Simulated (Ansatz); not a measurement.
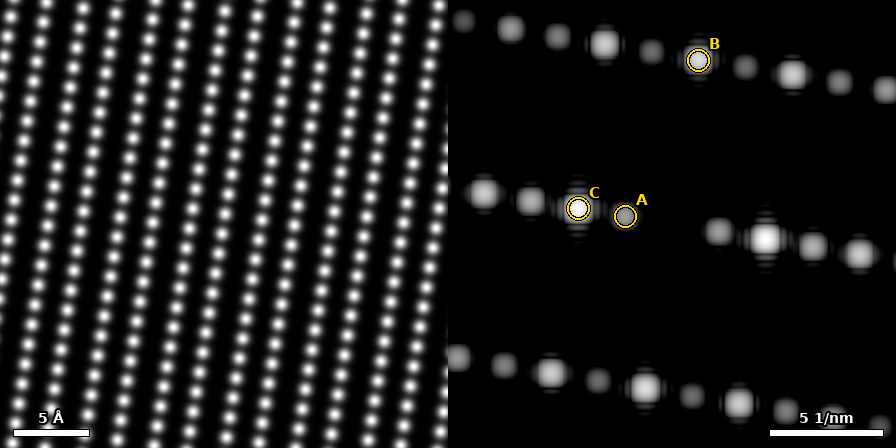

Z-contrast image of Rh (R-3m, No. 166) along [210]. Simulated incoherent Z contrast: every atom adds Z^1.7 spread by a probe of 0.74 Å full width; channelling and multiple scattering are left out. Atomic positions: the end point of a relaxation with DFT PBE, scalar-relativistic, plane waves, PAW in Ansatz; the starting structure was generated, so it need not be a known form of this composition.

The right panel is the modulus of the image's Fourier transform on a logarithmic scale.

a = 2.682 Å, b = 2.682 Å, c = 14.091 Å, α = 90.00°, β = 90.00°, γ = 120.00°

> Index the marked spots and give their plane spacings (the zone axis points at the viewer; indices equivalent by symmetry, or all signs reversed, are as good).

A: (0 0 -3), d = 4.70 Å; B: (1 -2 0), d = 1.34 Å; C: (0 0 -6), d = 2.35 Å. A and B enclose 90°, and every spot obeys the zone law hu + kv + lw = 0 for [210].
